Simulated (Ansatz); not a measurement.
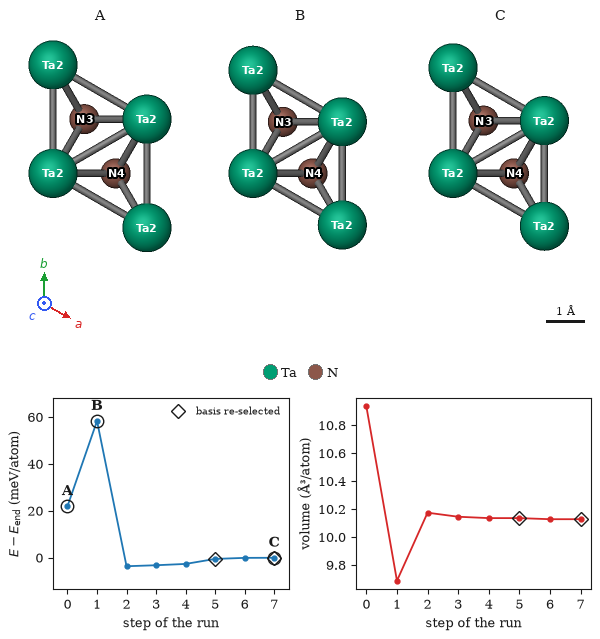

Frames of a relaxation of solid TaN (set up in P6_3/mmc), marked on the history of the run. A ball-and-stick model of the cell of the calculation, seen along the c axis.

The run lets cell and atoms move.

Theory: Ansatz 0.2.0, Kohn-Sham DFT of a periodic cell, LDA, Ansatz PAW.

Input file:
```yaml
crystal:
  lattice:
    - [2.9217699809, 0.0, 0.0]
    - [-1.4608849905, 2.5303270275, 0.0]
    - [0.0, 0.0, 5.916515]
  atoms:
    - { symbol: Ta, position: [0.0, 0.0, 0.5] }
    - { symbol: Ta, position: [0.0, 0.0, 0.0] }
    - { symbol: "N", position: [0.3333333333, 0.6666666667, 0.25] }
    - { symbol: "N", position: [0.6666666667, 0.3333333333, 0.75] }
hamiltonian:
  xc: lda
  pseudopotentials: { kind: paw }
kpoints:
  mp_grid: { grid: [7, 7, 4] }
scf:
  occupations: { method: fermi_dirac, width: 0.05 }
output:
  forces: true
  stress: true
  eigenvalues: true
  write_density: true
  write_potential: true
  elf: true
  volumetric_format: npy
relax:
  f_tol: 0.01
  max_steps: 40
  cell: { stress_tol: 0.05, p_target: 10.0 }
```

Run as
```bash
ansatz run input.yaml --threads 2 --pin off --max-ram 5632MiB --backend cpu --events-out ev --progress --plain --runs-dir out
```

Q: Describe the path.

A: After 5 accepted moves (7 points after the start) the energy has fallen by 22.0 meV per atom. With the target pressure of 10 GPa, the enthalpy E + pV changes by −72.4 meV per atom. All forces vanish by symmetry, so only the cell relaxes. Pressure: −16.94 GPa at the start and 10.00 GPa at the end. At 2 points the geometry stayed and the basis and grid were re-selected for the new cell (energy shift of 2.1 meV per atom at most each time). No atom moves by more than 0.005 Å relative to the cell. The volume changes by −7.4 %, with a = b 2.922 → 2.842 Å (−2.7 %), c 5.917 → 5.791 Å (−2.1 %). Near-neighbour distances that change, for instance: Ta–Ta 2.922 → 2.842 Å, Ta–Ta 2.958 → 2.895 Å, N–Ta 2.244 → 2.188 Å. The space group stays P6_3/mmc (No. 194). From step 0 to 1: volume −11.4 %, energy +36.3 meV per atom. From step 1 to 7: volume +4.5 %, energy −58.3 meV per atom.

| step | E − E(0), meV/atom | pressure, GPa | volume, Å³/atom | note |
| --- | --- | --- | --- | --- |
| 0 | 0.00 | -16.94 | 10.935 |  |
| 1 | 36.33 | 29.59 | 9.688 |  |
| 2 | -25.62 | 8.80 | 10.175 |  |
| 3 | -25.20 | 9.59 | 10.146 |  |
| 4 | -24.64 | 9.99 | 10.136 |  |
| 5 | -22.50 | 9.68 | 10.136 | same geometry, new basis |
| 6 | -22.05 | 10.00 | 10.128 |  |
| 7 | -22.02 | 10.00 | 10.128 | same geometry, new basis |
